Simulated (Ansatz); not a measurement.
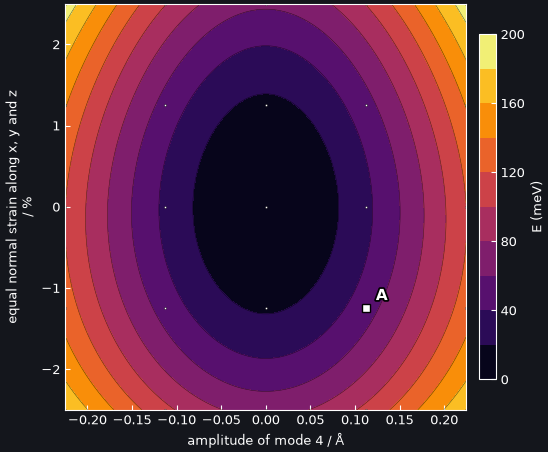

Ti (P6_3/mmc, No. 194; 2 atoms in the cell). The energy is mapped over a normal mode and a strain (zone-centre modes of the 2-atom cell of this scan) (x along [1 0 0], y along [1 2 0], z along [0 0 1] of the conventional cell). Coordinates scanned: (1) amplitude of mode 4 (130 cm⁻¹), largest displacement in the unstrained cell; (2) equal normal strain along x, y and z. Nothing is relaxed (the pattern is fixed in fractional coordinates). The grid has 5 × 5 points; 15 points were computed and 10 follow by symmetry. Points are written as (first, second). Energies: meV per cell, counted from the lowest grid point. All numbers below come from DFT PBE, scalar-relativistic, plane waves, PAW (Ansatz 0.2.0). Settings: cutoff 520 eV, k-mesh 18×18×10 in the order of the run's cell vectors, gaussian smearing 0.15 eV, no spin polarisation.

In the figure: filled contours, dots at the grid points, the point A. Between grid points the surface is interpolated.

Q: Which way does the force act at A, and how strong is it?

A: A, at (0.113 Å, −1.25 %), is not a stationary point. The computed force is 570 meV for each Å towards smaller values of the first coordinate and 27 meV for each 1 % towards larger values of the second coordinate.

PAW datasets: the set soft_1.
